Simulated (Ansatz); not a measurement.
**Cu6O7 (slab): density, localisation and related maps**

The calculation's input:

```
crystal:
  lattice:
    - [2.8941129286, 0.0, 0.0]
    - [0.0116739331, 2.8940893841, 0.0]
    - [0.0, 0.0, 30.2760728166]
  atoms:
    - { symbol: O, position: [0.5000183007, 0.5000980505, 0.2477203713] }
    - { symbol: Cu, position: [0.5001163512, 0.0001163512, 0.2897669761] }
    - { symbol: O, position: [0.5002144017, 0.5001346518, 0.3318135809] }
    - { symbol: Cu, position: [0.0002327024, 0.5002327024, 0.3738601857] }
    - { symbol: O, position: [0.500251003, 0.5003307529, 0.4159067904] }
    - { symbol: Cu, position: [0.5003490536, 0.0003490536, 0.4579533952] }
    - { symbol: O, position: [0.5004471041, 0.5003673542, 0.5] }
    - { symbol: Cu, position: [0.0004654048, 0.5004654048, 0.5420466048] }
    - { symbol: O, position: [0.5004837054, 0.5005634553, 0.5840932096] }
    - { symbol: Cu, position: [0.5005817559, 0.0005817559, 0.6261398143] }
    - { symbol: O, position: [0.5006798065, 0.5006000566, 0.6681864191] }
    - { symbol: Cu, position: [0.0006981071, 0.5006981071, 0.7102330239] }
    - { symbol: O, position: [0.5007164078, 0.5007961577, 0.7522796287] }
basis:
  ecutwfc: 420
kpoints:
  mp_grid: { grid: [12, 12, 1] }
hamiltonian:
  xc: pbesol
scf:
  occupations: { method: gaussian, width: 0.1 }
output:
  forces: true
  eigenvalues: true
  write_density: true
  write_potential: true
  elf: true
  volumetric_format: npy
relax:
  adjacent_minimum: "off"
  f_tol: 0.02
  max_steps: 60
efield:
  axis: 3
  dipole_correction: true
  ramp_width: 0.04
```

Run with:

```sh
ansatz run input.yaml --threads 2 --pin off --max-ram 5120MiB --backend cpu --events-out ev --progress --plain --runs-dir out
```

The fields are those of the run's last geometry, not of the input's.

Computed without spin polarisation.

Method: DFT PBEsol, scalar-relativistic, plane waves, PAW (Ansatz).

The density is the valence pseudo-density of a PAW calculation; it isn't the true density close to the nuclei.

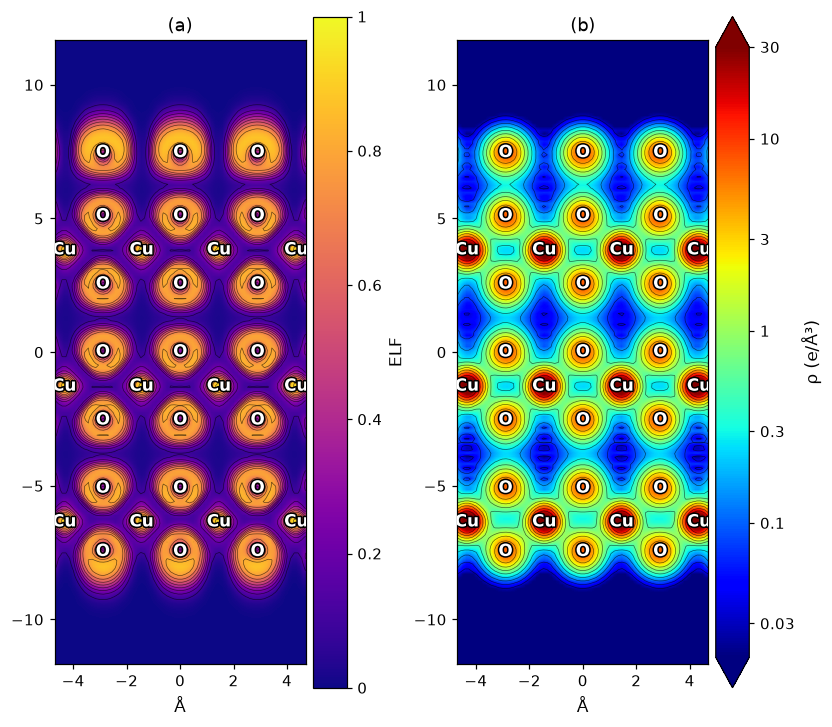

Figure 1. (a) ELF; (b) valence electron density on the (100) plane of the calculation cell, a cut from vacuum to vacuum.

**What does the map show?**

Atoms in the plane: O and Cu.
Cu–O (1.82 Å): the density is about 0.94 e/Å³ at the midpoint; the ELF peaks at about 0.80 in the valence shell of O, 0.6 Å from its nucleus, and is about 0.30 at the midpoint.
Cu–O (1.92 Å): ρ is about 0.69 e/Å³ halfway; the ELF peaks at about 0.85 in the valence shell of O, 0.6 Å from its nucleus, and is about 0.25 at the midpoint; no localised pair shows between them.
The density dies away to nearly zero in the vacuum.
The features right at Cu lie inside the PAW spheres, where the map follows smoothed inner orbitals and isn't to be read closely.

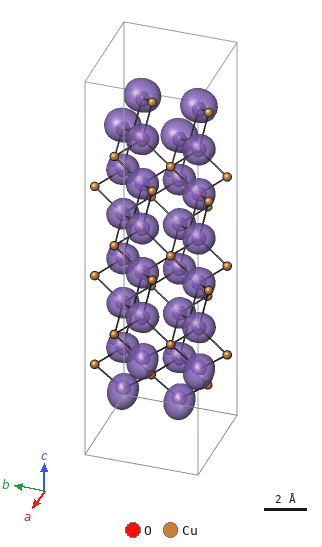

Figure 2. Isosurface of the ELF at 0.7 (purple), seen at an oblique angle. Core shells and regions of very low density are left out. Sticks mark near contacts.

**Identify the bonds, lone pairs and shells in this picture.**

The surface consists of seven regions wrapped around O (the valence shell of each), counted in one cell of 13 atoms. Counts are for one cell; the picture repeats the cell along the surface.

**Does the calculation give a band gap?**

It is gapless in this calculation (a metal or semimetal).
